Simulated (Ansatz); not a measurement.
# Ga$_{3}$Sb: single-point calculation

Ga$_{3}$Sb (I4/mmm, 4 atoms in the cell), computed with DFT PBEsol+D3(BJ), scalar-relativistic, plane waves, PAW, no spin polarisation (Ansatz 0.2.0).

The structure derives from a Materials Project entry. It belongs to a series of runs on one base structure; here: the database's cell and atoms.

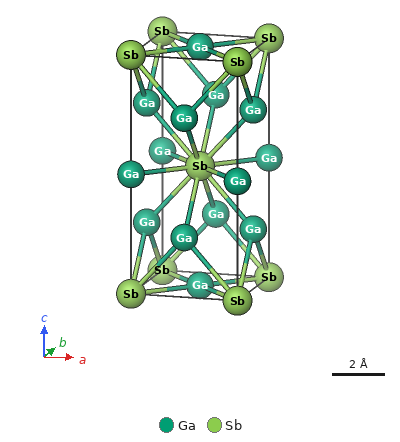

**Figure 1.** The input geometry (ball-and-stick view of the cell 2 times as large as that of the calculation, set on its symmetry axes, seen slightly off an axis).

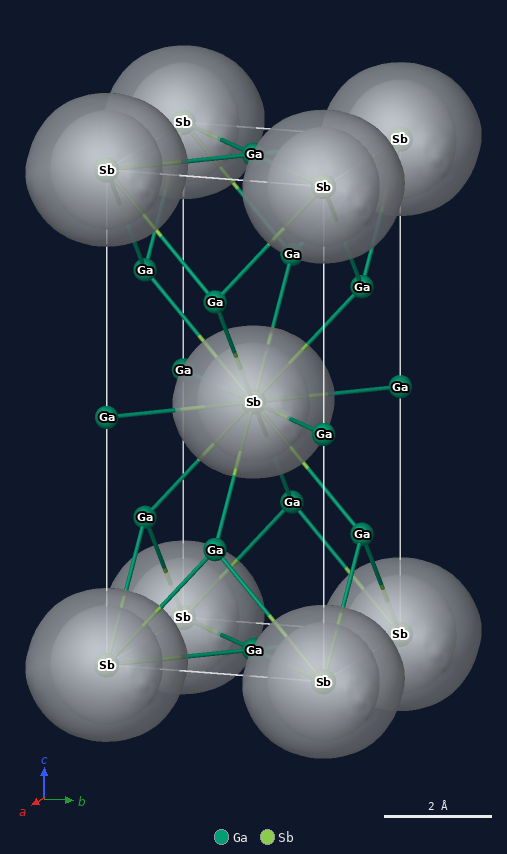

**Figure 2.** Isosurface of the electron localisation function at 0.4 (grey), seen slightly off an axis. Core shells and regions of very low density are left out. Sticks mark near contacts. The outline is the cell set on symmetry axes. Along the contacts the grid gives the following. Ga–Sb (3.05 Å): the ELF is about 0.45 at the midpoint, which marks nearly free electrons, as in a simple metal. Ga–Sb (3.21 Å): the ELF is about 0.35 at the midpoint, as expected for metallic bonding. The fields are those of the smooth PAW valence density.

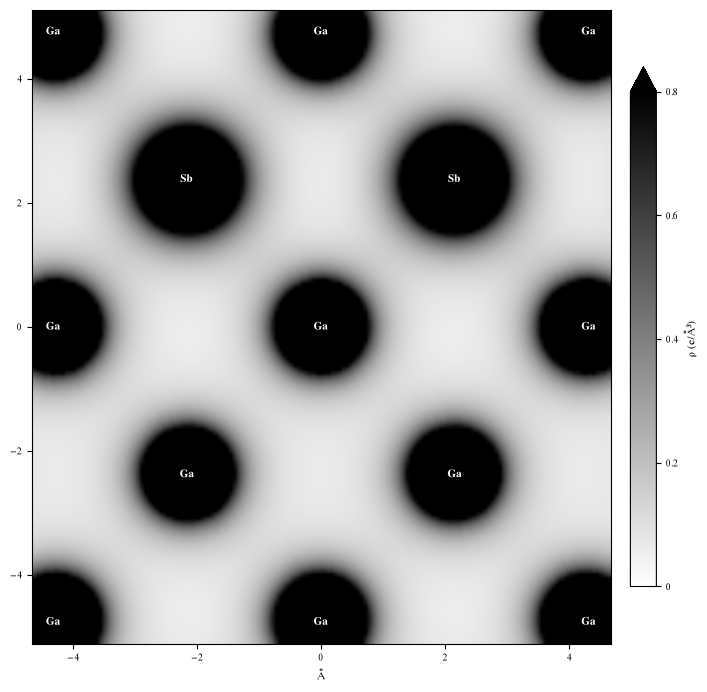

**Figure 3.** Valence pseudo-density on the (010) plane of the conventional cell. The section cuts through Ga and Sb sites. Ga–Sb (3.21 Å): ρ is about 0.16 e/Å³ halfway. Away from the nuclei the density in this plane falls to 0.06 e/Å³ at its lowest.

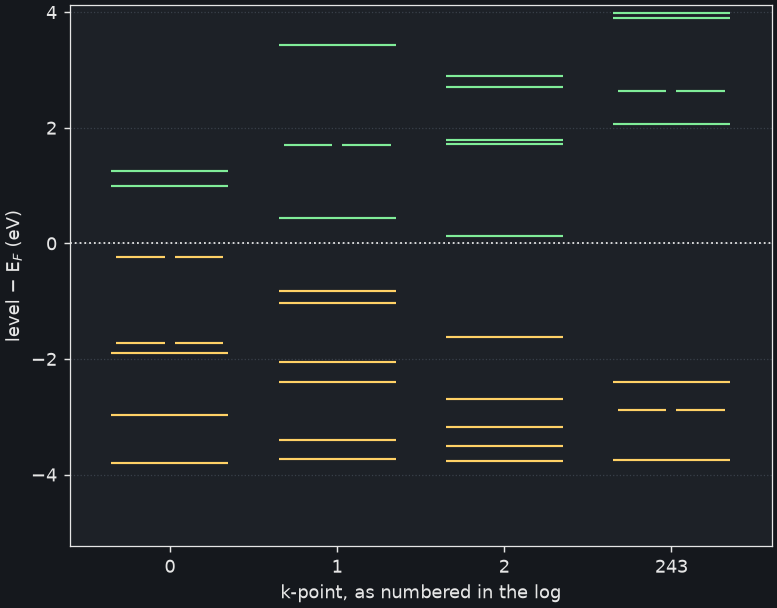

**Figure 4.** Kohn–Sham levels near the Fermi level (dotted) at the few k-points that the log prints; levels within 0.02 eV of each other stand side by side. The system is metallic on the full mesh.

These pictures come from the run below.

Input:
```yaml
crystal:
  lattice:
    - [-2.158799, 2.158799, 4.760484]
    - [2.158799, -2.158799, 4.760484]
    - [2.158799, 2.158799, -4.760484]
  atoms:
    - { symbol: Ga, position: [0.75, 0.25, 0.5] }
    - { symbol: Ga, position: [0.25, 0.75, 0.5] }
    - { symbol: Ga, position: [0.5, 0.5, 0.0] }
    - { symbol: Sb, position: [0.0, 0.0, 0.0] }
basis:
  ecutwfc: 420
kpoints:
  mp_grid: { grid: [14, 14, 14] }
hamiltonian:
  xc: pbesol
  dispersion: d3bj
scf:
  occupations: { method: gaussian, width: 0.1 }
output:
  forces: true
  stress: true
  eigenvalues: true
  populations: true
  write_density: true
  write_potential: true
  elf: true
  volumetric_format: npy
```

Launch command:
```bash
ansatz run input.yaml --threads 1 --pin off --max-ram 2560MiB --backend cpu --events-out ev --progress --plain --runs-dir out
```

Log:
```
Engine: ansatz 0.2.0, x86_64-unknown-linux-gnu
Pseudopotentials: kind: paw
Pseudopotential: Ga, paw, valence charge 13, recommended cutoff 420 eV (normal), Ga.paw.azcp
Pseudopotential: Sb, paw, valence charge 15, recommended cutoff 420 eV (normal), Sb.paw.azcp
Functional definition: PBEsol
  exchange = pbesol_x
  correlation = pbesol_c
Crystal: 4 atoms, lattice volume = 88.743 Å³
Basis set: ecut = 420 eV, 1743 PW (Γ), exchange–correlation on 80×80×80 points (8 copies of the dense FFT grid, shifted against one another)
Bands: 33, of which v1, the nominal top of the filled ones, is band 27 counted from 1 (26 counted from 0)
Symmetry: 16 space group operations
Space group: I4/mmm (ITA 139), of the structure as read, at distance tolerance 4.5e-5 Å
k-points: 244 of 2744
Non-local potential: Ga, projectors of the file, l = 0: 2, l = 1: 2, l = 2: 3, l = 3: 1
Non-local potential: Sb, projectors of the file, l = 0: 2, l = 1: 2, l = 2: 2, l = 3: 2
PAW form: soft (Blöchl's): semilocal exchange-correlation on the pseudo side does not see the compensation charge
PAW frozen core: Ga, regenerated for the run's functional, and the local potential with it (the file was generated under x = pbe(κ = 0.804, μ = 0.2195149727645171), c = pbe(β = 0.06672455060314922))
PAW frozen core: Sb, regenerated for the run's functional, and the local potential with it (the file was generated under x = pbe(κ = 0.804, μ = 0.2195149727645171), c = pbe(β = 0.06672455060314922))
PAW one-centre angular grid: Ga, 590 points (default); XC on 64 Gauss nodes
PAW one-centre angular grid: Sb, 590 points (default); XC on 64 Gauss nodes
Initial density: superposition of atomic densities (neutral atoms: chi_scale 0, normalization atom), corrected by the library's trained network
Initial wavefunctions: pseudopotential atomic-orbital guess
Functional: x = pbesol(κ = 0.804, μ = 0.12345679012345678), c = pbesol(β = 0.046)
SCF iter   1: F=—  HF=-17638.626643 eV  |F-HF|=—  |Δ(HF+E_count)|=         —  Δρ=1.91e-3  dr2=2.87e-3  ethr=1.77e-3  ⟨swp⟩=6.6  Hψ=32681  notcnv=0  defer=12
preconditioner: auto → Kerker (q_TF=auto, 2.512 Å⁻¹)  [metal: Δε(μ)=0.021 eV  Ē_g=17.651 eV  σ=0.100 eV  W_gap=0.12  n_scr=30 (ndim 8)  ℏωp=29.0 eV  f_vac=0.000  D(μ)=1.88/eV (n_scr^D=10)]
SCF iter   2: F=—  HF=-17638.623006 eV  |F-HF|=—  |Δ(HF+E_count)|=   3.64e-3  Δρ=1.15e-3  dr2=9.34e-4  ethr=5.31e-6  ⟨swp⟩=2.0  Hψ=15201  notcnv=0  defer=16
SCF iter   3: F=—  HF=-17638.622723 eV  |F-HF|=—  |Δ(HF+E_count)|=   2.82e-4  Δρ=5.06e-4  dr2=2.74e-4  ethr=1.73e-6  ⟨swp⟩=2.2  Hψ=13405  notcnv=0  defer=16
SCF iter   4: F=—  HF=-17638.622636 eV  |F-HF|=—  |Δ(HF+E_count)|=   8.75e-5  Δρ=1.67e-4  dr2=2.49e-5  ethr=5.07e-7  ⟨swp⟩=2.2  Hψ=14158  notcnv=0  defer=16
SCF iter   5: F=—  HF=-17638.622631 eV  |F-HF|=—  |Δ(HF+E_count)|=   4.34e-6  Δρ=4.53e-5  dr2=1.94e-6  ethr=4.62e-8  ⟨swp⟩=2.0  Hψ=14318  notcnv=0  defer=16
SCF iter   6: F=—  HF=-17638.622631 eV  |F-HF|=—  |Δ(HF+E_count)|=   7.31e-7  Δρ=3.23e-5  dr2=5.11e-7  ethr=3.59e-9  ⟨swp⟩=2.0  Hψ=14360  notcnv=0  defer=16
SCF iter   7: F=—  HF=-17638.622630 eV  |F-HF|=—  |Δ(HF+E_count)|=   3.28e-7  Δρ=1.52e-5  dr2=1.19e-7  ethr=9.45e-10  ⟨swp⟩=2.0  Hψ=13605  notcnv=0  defer=16
SCF iter   8: F=-17638.622630 eV  HF=-17638.622630 eV  |F-HF|=6.91e-11  |Δ(HF+E_count)|=   7.61e-8  Δρ=2.46e-6  dr2=5.10e-9  ethr=1.85e-10  ⟨swp⟩=11.3  Hψ=59037  notcnv=0
SCF 1 converged in 8 iterations: F = -17638.622630 eV  dr2 = 5.10e-9
  greatest PAW one-centre occupation: 0.996 electrons in one spin orbital (limit 2), on the Sb atom at site 3 (counted from 0), in its partial waves of l = 2
SCF converged after 8 iterations
Free energy (F): -17638.622630 eV
Harris-Foulkes:  -17638.622630 eV  (|F-HF|=6.91e-11)
Internal energy: -17638.613218 eV  (E = F + TS)
E sigma→0 (E₀):  -17638.617924 eV
Entropy (-TS):   -0.009413 eV (-2.353 meV/atom)
Fermi energy:    9.359784 eV
--- Per-component energies (eV) ---
  E_band       = -290.866535
  E_kinetic    = 548.961391
  E_local      = -6980.339992  (includes V_loc(G=0)·N_el)
  E_nonlocal   = 1632.197693
  E_hartree    = 3242.326733
  E_xc         = -343.394615
  E_vxc        = -270.433071  (∫ρ·V_xc dr)
  E_paw        = -10335.250367  (= ΣΔE_a)
  E_vpaw       = -1705.907405  (= ΣTr[D̂ρ^β])
  E_aug_tail   = -0.000330  (compensation charges beyond the density's cutoff)
  E_ewald      = -5404.715273
  E_disp       = -1.319248  (pairwise vdW)
  E_core_change = 2.920790  (= ΣΔE_core)
  E_smearing   = -0.009413  (= −TS)
  E_closure    = -0.000000  (closes the sum)
  Σ components = -17638.622630   (vs F -17638.622630, Δ=0.00e0)
--- Forces (eV/Å), atoms counted from 1 ---
  atom   1  Ga    -0.00000000     0.00000000     0.00000000
  atom   2  Ga     0.00000000     0.00000000     0.00000000
  atom   3  Ga    -0.00000000     0.00000000     0.00000000
  atom   4  Sb    -0.00000000     0.00000000     0.00000000
  max |Σ_I F_I| component: 8.67e-18 eV/Å
--- Stress (GPa, compression-positive) ---
       -5.780002       0.000000       0.000000
        0.000000      -5.780002       0.000000
       -0.000000      -0.000000      -6.263135
  P = ⅓ Tr σ = -5.9410 GPa (-59.410 kbar)
--- Band table (eV; the first three rows and the last of 244) ---
  k-point 0: bands = ["-19.6213", "-19.6142", "-19.6142", "-19.6044", "-19.6038", "-5.5168", "-5.4669", "-5.4557", "-5.4153", "-5.4153", "-5.4066", "-5.4066", "-5.3791", "-5.3707", "-5.3628", "-5.3263", "-5.3036", "-5.3036", "-5.2943", "-5.2298", "-2.1396", "3.9726", "5.5514", "6.3842", "7.4609", "7.6275", "7.6275", "9.1181", "9.1181", "10.3522", "10.6156", "13.8352", "13.8352"]
  k-point 1: bands = ["-19.6211", "-19.6143", "-19.6142", "-19.6044", "-19.6035", "-5.5110", "-5.4634", "-5.4518", "-5.4188", "-5.4127", "-5.4064", "-5.4061", "-5.3768", "-5.3704", "-5.3610", "-5.3290", "-5.3082", "-5.3040", "-5.2974", "-5.2369", "-2.0640", "3.9249", "5.6307", "5.9655", "6.9530", "7.3054", "8.3222", "8.5345", "9.7959", "11.0608", "11.0696", "12.7854", "13.9291"]
  k-point 2: bands = ["-19.6207", "-19.6144", "-19.6144", "-19.6047", "-19.6025", "-5.4976", "-5.4522", "-5.4419", "-5.4268", "-5.4064", "-5.4062", "-5.4040", "-5.3703", "-5.3694", "-5.3565", "-5.3369", "-5.3204", "-5.3075", "-5.3058", "-5.2534", "-1.8382", "3.7231", "5.5897", "5.8501", "6.1772", "6.6598", "7.7446", "9.4821", "11.0777", "11.1485", "12.0612", "12.2612", "14.2130"]
  k-point 243: bands = ["-19.6211", "-19.6141", "-19.6141", "-19.6043", "-19.6039", "-5.5110", "-5.4947", "-5.4763", "-5.4763", "-5.4339", "-5.4183", "-5.3765", "-5.3509", "-5.3411", "-5.3411", "-5.3008", "-5.3008", "-5.2969", "-5.2892", "-5.2298", "-1.2257", "0.6574", "5.6091", "6.4816", "6.4816", "6.9613", "11.4261", "11.9997", "11.9997", "13.2552", "13.3515", "13.7035", "15.1396"]
--- Löwdin populations: 4 sites ---
  site symbol       q [e]
     0     Ga     13.0993
     1     Ga     13.0993
     2     Ga     13.1604
     3     Sb     14.5302
  spilling = 0.002051 (of n_electrons = 54.000000)
```

File populations.tsv:
```
# site	symbol	l	j	q
# orbitals = lowdin
# n_electrons = 54.000000
# spilling = 0.002051
0	Ga	0_4S	-	1.502016
0	Ga	1_4P	-	1.604783
0	Ga	2_3D	-	9.992504
1	Ga	0_4S	-	1.502016
1	Ga	1_4P	-	1.604783
1	Ga	2_3D	-	9.992504
2	Ga	0_4S	-	1.499817
2	Ga	1_4P	-	1.668119
2	Ga	2_3D	-	9.992511
3	Sb	0_5S	-	1.661556
3	Sb	1_5P	-	2.873515
3	Sb	2_4D	-	9.995130
```

Summary:

| quantity | value |
| --- | --- |
| outcome | converged |
| space group (tolerance 0.01 Å) | I4/mmm (139) |
| electrons treated | 54 |
| free energy | −17638.6226 eV |
| Fermi energy | 9.360 eV |
| gap on the k-point mesh | none (metallic) |
| pressure | −5.94 GPa |
| largest force (length of the vector) | under 0.001 eV/Å |
| hardware | 1 thread of Intel Xeon (Granite Rapids), 192 GiB of memory available, shared host |
| wall time | 25 s |
| peak memory | 0.78 GiB |

Notes:

The cell is under a tension of 5.9 GPa at this level, so it is not at its equilibrium volume.
